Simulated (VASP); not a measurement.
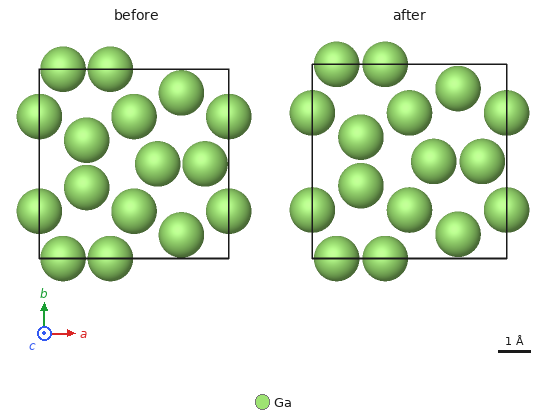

The structure of solid Ga (set up in I-43d) before (left) and after (right) a relaxation, at one scale.

The picture is a spheres-only view of the conventional cell (2 times the calculation's cell), seen along the c axis. Lengths and directions refer to the drawn axes.

The run lets cell and atoms move.

Level of theory: Kohn-Sham DFT of a periodic cell, PBE, VASP PAW PBE potentials, recommended (VASP).

Input
```
ALGO     = Normal         # electronic algorithm
EDIFF    = 1E-6           # SCF threshold, eV
EDIFFG   = -0.01          # ionic threshold
ENCUT    = 520            # plane-wave cutoff, eV
GGA      = PE             # functional
IBRION   = 2              # ionic algorithm
ISIF     = 3              # what is computed and relaxed
ISMEAR   = 0              # smearing method
KPAR     = 2            
LASPH    = T              # aspherical terms in the spheres
LCHARG   = F              # write CHGCAR
LREAL    = F              # projectors in reciprocal space
LWAVE    = F              # write WAVECAR
NELM     = 120            # most SCF steps
NSW      = 90             # ionic steps
PREC     = Accurate       # precision mode
SIGMA    = 0.1            # smearing width, eV
```

Launched with:
```bash
cat potpaw_PBE.64/Ga_d/POTCAR > POTCAR
mpirun -np 2 vasp_std > vasp.out
```

> What changed between the two?

The energy falls by 18.1 meV per atom in 2 geometry steps. All forces vanish by symmetry, so only the cell relaxes. The pressure goes from 4.54 to 0.01 GPa. No atom moves by more than 0.005 Å relative to the cell. Cell: a = b = c 5.951 → 6.104 Å (+2.6 %). Volume +7.9 %. Among the contacts that change: Ga–Ga 2.783 → 2.855 Å. The space group stays I-43d (No. 220). It ran on 2 threads of Intel(R) Xeon(R) Platinum 8259CL CPU @ 2.50GHz (Skylake/Cascade Lake), with other jobs on the host.
